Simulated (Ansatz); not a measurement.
# How the conductance of Cu/HfO2/Cu changes with thickness, part 2 of 6

Wanted: T(E), the conductance and its decay constant for Cu/HfO2/Cu. Both electrodes are Cu fcc(001) sqrt2 x sqrt2; the barrier is HfO2 fluorite(001) (O2 and Hf faces). In the first transport cell, after relaxation, the nearest pair of electrode and barrier is Cu–O at 1.89 Å, along the normal, at the lower face and Cu–Hf at 2.59 Å, along the normal, at the upper one. All share a net of side 3.63 Å, which strains the lower electrode by +0.0 % and the barrier by +1.1 %, against typed lattice constants near PBE's. The first steps treat the bulk electrodes alone.

Ansatz 0.2.0; PBE DFT, plane waves, PAW files (the session's first sound run).

So far: The structure; Layer spacing of the electrode.

### Step 3. Relaxing the interfaces

System of this step: Cu/HfO2/Cu. The cell holds 25 atoms: 16 Cu, 6 O and 3 Hf. Cell: a = 3.630 Å, b = 3.630 Å, c = 38.343 Å, α = 90.0°, β = 90.0°, γ = 90.0°. Vacuum lies along c.

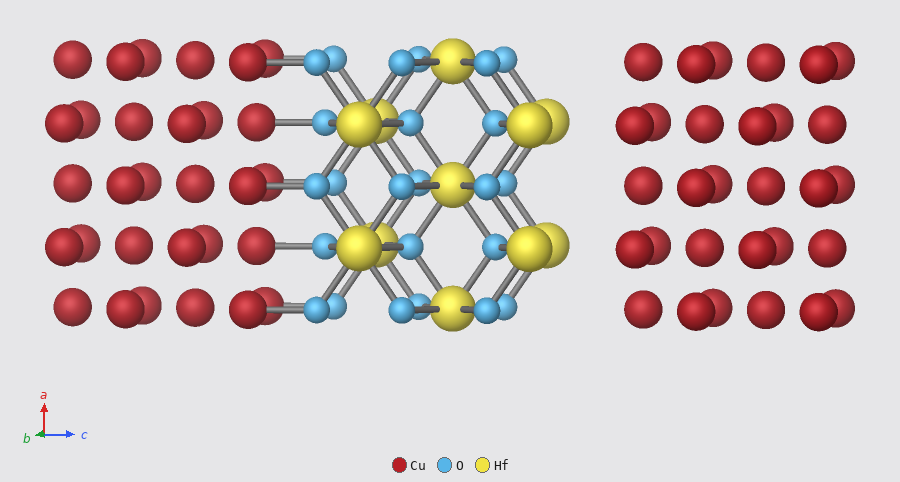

The cell of this step (copper red, oxygen blue, hafnium yellow). 2×1×1 cells are drawn. Some periodic images of atoms are drawn too.

Tunnelling depends exponentially on distance, so the interfaces are relaxed first. A short slab in vacuum serves: only the barrier and the layers next to it are taken over, and later cells can add or drop layers in the barrier's middle. The dipole correction removes the field that unlike faces would set up across the vacuum.

input.yaml reads:

```yaml
crystal:
  lattice:
    - [3.63, 0.0, 0.0]
    - [0.0, 3.63, 0.0]
    - [0.0, 0.0, 38.3431041725]
  atoms:
    - { symbol: Cu, position: [0.5, 0.0, 0.208642471] }
    - { symbol: Cu, position: [0.0, 0.5, 0.208642471] }
    - { symbol: Cu, position: [0.0, 0.0, 0.2559782316] }
    - { symbol: Cu, position: [0.5, 0.5, 0.2559782316] }
    - { symbol: Cu, position: [0.5, 0.0, 0.3033139922] }
    - { symbol: Cu, position: [0.0, 0.5, 0.3033139922] }
    - { symbol: Cu, position: [0.0, 0.0, 0.3506497528] }
    - { symbol: Cu, position: [0.5, 0.5, 0.3506497528] }
    - { symbol: O, position: [0.0, 0.0, 0.4035927798] }
    - { symbol: O, position: [0.5, 0.5, 0.4035927798] }
    - { symbol: Hf, position: [0.5, 0.0, 0.4364701606] }
    - { symbol: O, position: [0.0, 0.0, 0.4693475413] }
    - { symbol: O, position: [0.5, 0.5, 0.4693475413] }
    - { symbol: Hf, position: [0.0, 0.5, 0.502224922] }
    - { symbol: O, position: [0.0, 0.0, 0.5351023028] }
    - { symbol: O, position: [0.5, 0.5, 0.5351023028] }
    - { symbol: Hf, position: [0.5, 0.0, 0.5679796835] }
    - { symbol: Cu, position: [0.5, 0.0, 0.6493502472] }
    - { symbol: Cu, position: [0.0, 0.5, 0.6493502472] }
    - { symbol: Cu, position: [0.0, 0.0, 0.6966860078] }
    - { symbol: Cu, position: [0.5, 0.5, 0.6966860078] }
    - { symbol: Cu, position: [0.5, 0.0, 0.7440217684] }
    - { symbol: Cu, position: [0.0, 0.5, 0.7440217684] }
    - { symbol: Cu, position: [0.0, 0.0, 0.791357529] }
    - { symbol: Cu, position: [0.5, 0.5, 0.791357529] }
kpoints:
  mp_grid: { grid: [6, 6, 1] }
scf:
  occupations: { method: fermi_dirac, width: 0.1 }
  max_iter: 150
hamiltonian:
  xc: pbe
efield:
  axis: 3
  dipole_correction: true
relax:
  f_tol: 0.04
  max_steps: 60
output:
  forces: true
```

Run with:

```console
$ ansatz run input.yaml --threads 8 --pin off --max-ram 24576MiB --backend cpu --events-out ev --progress --plain --runs-dir out
```

Numbers of over 12 decimals in the logs are rounded to 6 here.

The program printed:

```text
[...]
Crystal: 25 atoms, lattice volume = 505.243 Å³
Basis set: ecut = 420 eV, 9801 PW (Γ), exchange–correlation on 50×50×540 points (8 copies of the dense FFT grid, shifted against one another)
Bands: 251, of which v1, the nominal top of the filled ones, is band 209 counted from 1 (208 counted from 0)
Symmetry: 8 space group operations
[...]
k-points: 10 of 36
[...]
SCF iter   1: F=—  HF=-156577.128898 eV  |F-HF|=—  |Δ(HF+E_count)|=         —  Δρ=7.08e-3  dr2=2.88e0  ethr=1.77e-3  p=-0.014 e·Å  D=-5.18e-3 V/Å  ΔV_dip=0.20 eV  dr2_dipole=6.41e-4  V_vac-E_F(+/−)=4.47/4.27 eV  ⟨swp⟩=6.1  Hψ=9180  notcnv=0  defer=113
efield: sawtooth ramp at fractional position 0.9500 (placed from the atoms, in the widest stretch of the axis that holds none; the zero of the levels goes with the place), width 0.1000; the density the first Hamiltonian is built on has a dipole p = -0.014 e·Å; the dipole correction subtracts the counter field D = -5.18e-3 V/Å, which shifts the + side's vacuum level by +0.20 eV against the − side's; the planar-averaged density in the ramp window peaks in size at 4.8e-5 e/Å³
[...]
SCF iter   2: F=—  HF=-156577.056418 eV  |F-HF|=—  |Δ(HF+E_count)|=   7.25e-2  Δρ=4.38e-3  dr2=1.17e-1  ethr=6.90e-4  p=-0.003 e·Å  D=-9.06e-4 V/Å  ΔV_dip=0.03 eV  dr2_dipole=1.92e-2  V_vac-E_F(+/−)=4.52/4.49 eV  ⟨swp⟩=2.0  Hψ=3025  notcnv=0  defer=224
[...]
SCF iter   8: F=-156577.042480 eV  HF=-156577.042492 eV  |F-HF|=1.27e-5  |Δ(HF+E_count)|=   3.00e-6  Δρ=4.35e-5  dr2=1.30e-5  ethr=9.57e-9  p=0.000 e·Å  D=1.70e-4 V/Å  ΔV_dip=-0.01 eV  dr2_dipole=4.98e-6  V_vac-E_F(+/−)=4.52/4.52 eV  ⟨swp⟩=4.3  Hψ=8163  notcnv=0
SCF 1 converged in 8 iterations: F = -156577.042480 eV  dr2 = 1.30e-5
[...]
relax step   1: F+E_penalty+E_count = -156577.04247966 eV  Δ(F+E_penalty+E_count) = +0.000e0 eV  max|allowed force component| = 3.846e0 eV/Å  Δτ_max = 0.0000 Å  (8 SCF iters, dr2 threshold 4.00e-5 eV, accepted)
[...]
SCF iter   1: F=—  HF=-156579.043090 eV  |F-HF|=—  |Δ(HF+E_count)|=         —  Δρ=2.01e-2  dr2=2.45e0  ethr=5.85e-4  p=0.000 e·Å  D=1.70e-4 V/Å  ΔV_dip=-0.01 eV  dr2_dipole=1.06e-1  V_vac-E_F(+/−)=4.54/4.55 eV  ⟨swp⟩=1.0  Hψ=10153  notcnv=0  defer=200
efield: sawtooth ramp at fractional position 0.9500 (handed on by an earlier solve), width 0.1000; the density the first Hamiltonian is built on has a dipole p = 0.000 e·Å; the dipole correction subtracts the counter field D = 1.70e-4 V/Å, which shifts the + side's vacuum level by -0.01 eV against the − side's; the planar-averaged density in the ramp window peaks in size at 2.3e-5 e/Å³
[...]
SCF iter   2: F=—  HF=-156578.936871 eV  |F-HF|=—  |Δ(HF+E_count)|=   1.06e-1  Δρ=2.10e-2  dr2=1.67e0  ethr=5.85e-4  p=-0.010 e·Å  D=-3.46e-3 V/Å  ΔV_dip=0.13 eV  dr2_dipole=7.00e-2  V_vac-E_F(+/−)=4.72/4.59 eV  ⟨swp⟩=3.5  Hψ=5193  notcnv=0  defer=211
[...]
SCF iter   9: F=-156578.567281 eV  HF=-156578.567294 eV  |F-HF|=1.32e-5  |Δ(HF+E_count)|=   9.54e-6  Δρ=4.72e-5  dr2=2.87e-5  ethr=2.39e-8  p=-0.001 e·Å  D=-3.10e-4 V/Å  ΔV_dip=0.01 eV  dr2_dipole=1.91e-6  V_vac-E_F(+/−)=4.53/4.52 eV  ⟨swp⟩=3.1  Hψ=9206  notcnv=0
SCF 2 converged in 9 iterations: F = -156578.567281 eV  dr2 = 2.87e-5
relax step   2: F+E_penalty+E_count = -156578.56728053 eV  Δ(F+E_penalty+E_count) = -1.525e0 eV  max|allowed force component| = 2.865e0 eV/Å  Δτ_max = 0.1937 Å  (9 SCF iters, dr2 threshold 1.00e-4 eV, accepted)
[...]
SCF iter   9: F=-156579.569201 eV  HF=-156579.569202 eV  |F-HF|=8.48e-7  |Δ(HF+E_count)|=   2.69e-5  Δρ=5.42e-5  dr2=1.71e-5  ethr=2.39e-8  p=-0.003 e·Å  D=-1.01e-3 V/Å  ΔV_dip=0.04 eV  dr2_dipole=6.84e-7  V_vac-E_F(+/−)=4.55/4.51 eV  ⟨swp⟩=3.0  Hψ=8915  notcnv=0
SCF 3 converged in 9 iterations: F = -156579.569201 eV  dr2 = 1.71e-5
relax step   3: F+E_penalty+E_count = -156579.56920148 eV  Δ(F+E_penalty+E_count) = -1.002e0 eV  max|allowed force component| = 1.392e0 eV/Å  Δτ_max = 0.1947 Å  (9 SCF iters, dr2 threshold 1.00e-4 eV, accepted)
[...]
relax step   4: F+E_penalty+E_count = -156579.79025497 eV  Δ(F+E_penalty+E_count) = -2.211e-1 eV  max|allowed force component| = 8.017e-1 eV/Å  Δτ_max = 0.2000 Å  (9 SCF iters, dr2 threshold 1.00e-4 eV, accepted)
[...]
relax step   5: F+E_penalty+E_count = -156579.89915999 eV  Δ(F+E_penalty+E_count) = -1.089e-1 eV  max|allowed force component| = 2.915e-1 eV/Å  Δτ_max = 0.1944 Å  (9 SCF iters, dr2 threshold 1.00e-4 eV, accepted)
[...]
relax step   6: F+E_penalty+E_count = -156579.91592613 eV  Δ(F+E_penalty+E_count) = -1.677e-2 eV  max|allowed force component| = 4.175e-2 eV/Å  Δτ_max = 0.0695 Å  (9 SCF iters, dr2 threshold 1.12e-5 eV, accepted)
SCF iter   1: F=—  HF=-156579.918757 eV  |F-HF|=—  |Δ(HF+E_count)|=         —  Δρ=1.00e-3  dr2=4.29e-3  ethr=9.97e-6  p=-0.010 e·Å  D=-3.63e-3 V/Å  ΔV_dip=0.14 eV  dr2_dipole=4.80e-4  V_vac-E_F(+/−)=4.63/4.49 eV  ⟨swp⟩=2.9  Hψ=4420  notcnv=0  defer=275
[...]
SCF iter   9: F=-156579.916393 eV  HF=-156579.916393 eV  |F-HF|=9.04e-8  |Δ(HF+E_count)|=   1.76e-7  Δρ=2.16e-6  dr2=3.68e-8  ethr=2.39e-11  p=-0.010 e·Å  D=-3.69e-3 V/Å  ΔV_dip=0.14 eV  dr2_dipole=1.15e-12  V_vac-E_F(+/−)=4.63/4.49 eV  ⟨swp⟩=4.9  Hψ=8805  notcnv=0
SCF 7 converged in 9 iterations: F = -156579.916393 eV  dr2 = 3.68e-8
relax step   7: F+E_penalty+E_count = -156579.91639318 eV  Δ(F+E_penalty+E_count) = -4.671e-4 eV  max|allowed force component| = 6.856e-3 eV/Å  Δτ_max = 0.0106 Å  (9 SCF iters, accepted)
SCF converged after 9 iterations
Free energy (F): -156579.916393 eV
[...]
Internal energy: -156579.669271 eV  (E = F + TS)
E sigma→0 (E₀):  -156579.792832 eV
Entropy (-TS):   -0.247122 eV (-9.885 meV/atom)
Fermi energy:    7.713829 eV
Dipole field:    D = -0.003689 V/Å  (p = -0.010301 e·Å, saw-weighted, corrected)
Work function:   Φ+ = 4.6326 eV   Φ− = 4.4911 eV
Levels:          The Fermi level and band energies are counted from a zero that moves with the ramp; work functions are not
[...]
--- Forces (eV/Å), atoms counted from 1 ---
  atom   1  Cu     0.00000000     0.00000000     0.00028138
  atom   2  Cu    -0.00000000     0.00000000     0.00022947
  atom   3  Cu    -0.00000000     0.00000000     0.00090717
  atom   4  Cu     0.00000000     0.00000000     0.00090717
  atom   5  Cu     0.00000000     0.00000000     0.00146138
  atom   6  Cu     0.00000000     0.00000000     0.00096393
  atom   7  Cu     0.00000000     0.00000000    -0.00245697
  atom   8  Cu     0.00000000     0.00000000    -0.00245697
  atom   9  O     -0.00000000     0.00000000     0.00227206
  atom  10  O      0.00000000     0.00000000     0.00227206
  atom  11  Hf    -0.00000000     0.00000000     0.00685046
  atom  12  O      0.00000000     0.00000000    -0.00056479
  atom  13  O     -0.00000000     0.00000000    -0.00056479
  atom  14  Hf     0.00000000     0.00000000    -0.00579012
  atom  15  O     -0.00000000     0.00000000     0.00103206
  atom  16  O      0.00000000     0.00000000     0.00103206
  atom  17  Hf     0.00000000     0.00000000    -0.00255044
  atom  18  Cu     0.00000000     0.00000000    -0.00077390
  atom  19  Cu     0.00000000     0.00000000     0.00033043
  atom  20  Cu    -0.00000000     0.00000000    -0.00064965
  atom  21  Cu     0.00000000     0.00000000    -0.00064965
  atom  22  Cu     0.00000000     0.00000000    -0.00250856
  atom  23  Cu     0.00000000     0.00000000     0.00104860
  atom  24  Cu    -0.00000000     0.00000000    -0.00038605
  atom  25  Cu     0.00000000     0.00000000    -0.00038605
  max |Σ_I F_I| component: 1.50e-4 eV/Å
--- Relaxed structure (7 steps of the walk, 7 accepted, 0 SCFs on fresh bases) ---
  F+E_penalty+E_count = -156579.91639318 eV   max|allowed force component| = 6.856e-3 eV/Å
  atoms:
    - { symbol: Cu, position: [0.5, 0.0, 0.219815] }
    - { symbol: Cu, position: [0, 0.5, 0.219832] }
    - { symbol: Cu, position: [0, 0.0, 0.265631] }
    - { symbol: Cu, position: [0.5, 0.5, 0.265631] }
    - { symbol: Cu, position: [0.5, 0.0, 0.313214] }
    - { symbol: Cu, position: [0, 0.5, 0.313387] }
    - { symbol: Cu, position: [0, 0.0, 0.360403] }
    - { symbol: Cu, position: [0.5, 0.5, 0.360403] }
    - { symbol: O, position: [0, 0.0, 0.409806] }
    - { symbol: O, position: [0.5, 0.5, 0.409806] }
    - { symbol: Hf, position: [0.5, 0.0, 0.435150] }
    - { symbol: O, position: [0, 0.0, 0.476564] }
    - { symbol: O, position: [0.5, 0.5, 0.476564] }
    - { symbol: Hf, position: [0, 0.5, 0.502689] }
    - { symbol: O, position: [0, 0.0, 0.544118] }
    - { symbol: O, position: [0.5, 0.5, 0.544118] }
    - { symbol: Hf, position: [0.5, 0.0, 0.568353] }
    - { symbol: Cu, position: [0.5, 0.0, 0.635944] }
    - { symbol: Cu, position: [0, 0.5, 0.629383] }
    - { symbol: Cu, position: [0, 0.0, 0.681527] }
    - { symbol: Cu, position: [0.5, 0.5, 0.681527] }
    - { symbol: Cu, position: [0.5, 0.0, 0.729121] }
    - { symbol: Cu, position: [0, 0.5, 0.729132] }
    - { symbol: Cu, position: [0, 0.0, 0.775323] }
    - { symbol: Cu, position: [0.5, 0.5, 0.775323] }
```

Elapsed: 2.9 min, on 8 threads of Arm Neoverse V2, shared host; peak memory 4.6 GiB.

This run has no spin polarisation, although Cu can carry a moment.

Relaxation path:

| step | energy less that of the first step (eV) | largest force component (eV/Å) |
| --- | --- | --- |
| 1 | 0.0000 | 3.8460 |
| 2 | -1.5248 | 2.8651 |
| 3 | -2.5267 | 1.3922 |
| 4 | -2.7478 | 0.8017 |
| 5 | -2.8567 | 0.2915 |
| 6 | -2.8734 | 0.0418 |
| 7 | -2.8739 | 0.0069 |

Forces are held to the 8 operations that the run works with; a distortion that breaks them can't arise in this run.

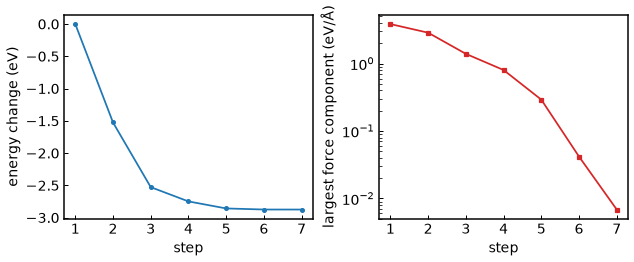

Energy and largest force along the relaxation.

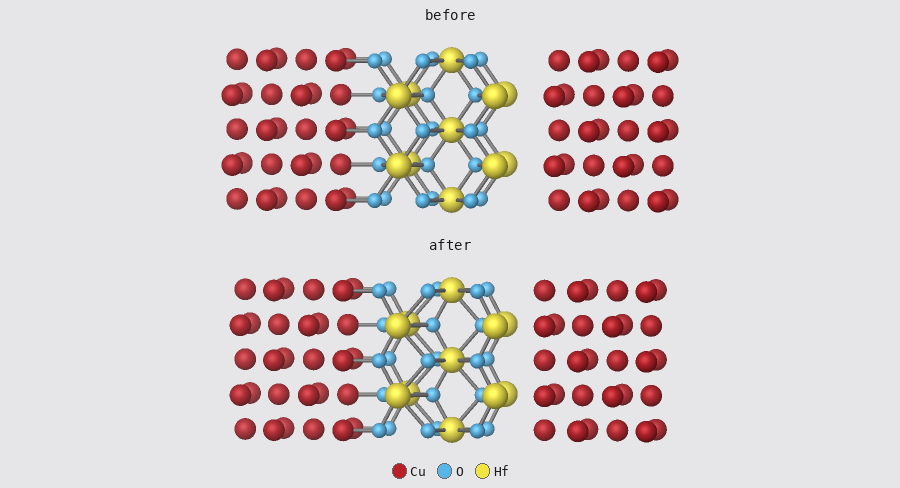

Before and after, at one scale.

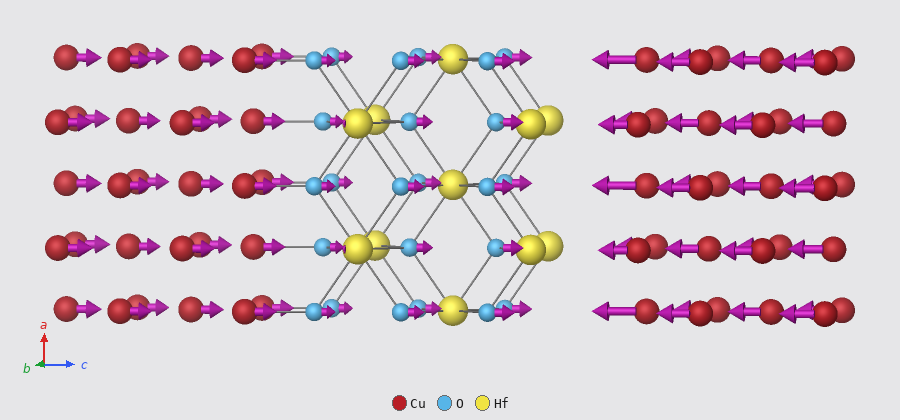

Displacements in the relaxation, exaggerated; the longest in the cell stands for 0.77 Å. 2×1×1 cells are drawn. Some periodic images of atoms are drawn too.

The atoms that moved most (Å):

| atom | dx | dy | dz | length |
| --- | --- | --- | --- | --- |
| Cu19 | 0.000 | 0.000 | -0.766 | 0.766 |
| Cu24 | 0.000 | 0.000 | -0.615 | 0.615 |
| Cu25 | 0.000 | 0.000 | -0.615 | 0.615 |
| Cu21 | 0.000 | 0.000 | -0.581 | 0.581 |
| Cu20 | 0.000 | 0.000 | -0.581 | 0.581 |
| Cu22 | 0.000 | 0.000 | -0.571 | 0.571 |
| Cu23 | 0.000 | 0.000 | -0.571 | 0.571 |
| Cu18 | 0.000 | 0.000 | -0.514 | 0.514 |

This step gave:

* free energy: -156579.9164 eV
* Fermi energy: 7.714 eV
* work function, upper face: 4.633 eV
* work function, lower face: 4.491 eV
* dipole moment: -0.01030 e·Å
* dipole field: -0.003689 V/Å

The largest force component on a free atom ends at 0.0069 eV/Å. The work functions of the outer faces are 4.49 and 4.63 eV.

[end of part 2 of 6]

[Logs are printed without paths, hosts, clocks, repeated set-up lines and the standing remarks that a program may print on its own settings, such as how far it seeks lower states.]

[Hosts, paths, dates, database ids (printed as entryN), source tags and the programs' standing remarks are cut or masked in the printed files.]
